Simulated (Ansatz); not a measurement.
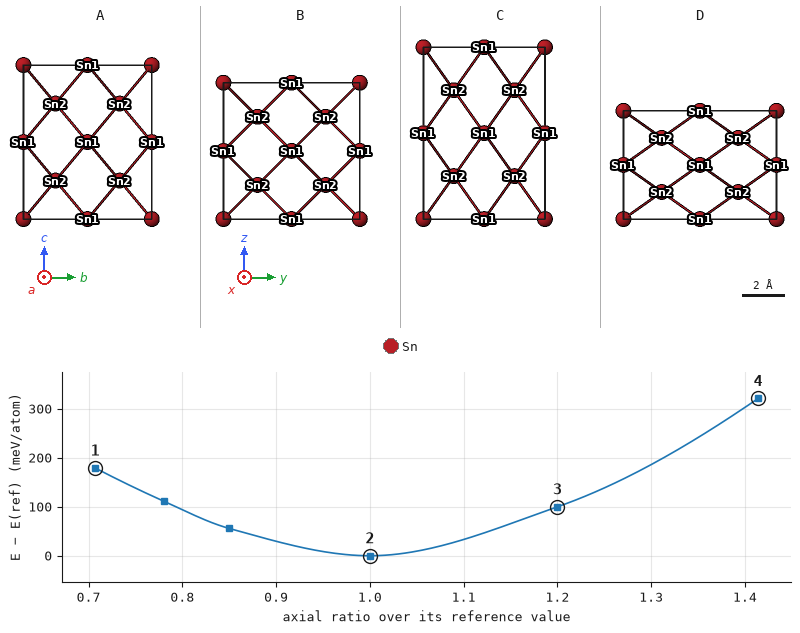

Solid Sn (Fd-3m): the ratio of the cell's length along z to its lengths across, counted as 1 for the reference, is changed at fixed volume (a tetragonal or Bain path), with the atoms kept at their fractional coordinates. x, y and z are the Cartesian axes of the input. The frames are shuffled; the numbered points of the plot belong to them. Style: ball-and-stick. Shown: the conventional cell (4 times the calculation's cell), along the a axis. Lengths and directions refer to the drawn axes.

All numbers below come from DFT r2SCAN, scalar-relativistic, plane waves, PAW in Ansatz 0.2.0. (plane-wave cutoff 500 eV; k-point mesh 18 × 18 × 18; occupations gaussian; smearing width 0.15 eV; no spin polarisation). Energies (free energies at the smearing named) are counted from the relaxed crystal.

Match the frames to the points.

Point 1 is frame D (the relative ratio 0.707, 179 meV/atom); 2 is frame B (the relative ratio 1.00, 0 meV/atom); 3 is frame A (the relative ratio 1.20, 100 meV/atom); 4 is frame C (the relative ratio 1.414, 321 meV/atom). Of the computed points the lowest is at the relative ratio 1.00, 0 meV/atom. At the ends of the scan the energy is 179 meV/atom (0.707) and 321 meV/atom (1.414). The distortion takes the space group from Fd-3m to I4_1/amd. At the relative ratio 1.414 the cell of the drawing goes a 6.566 → 5.850 Å, b 6.566 → 5.850 Å, c 6.566 → 8.272 Å.
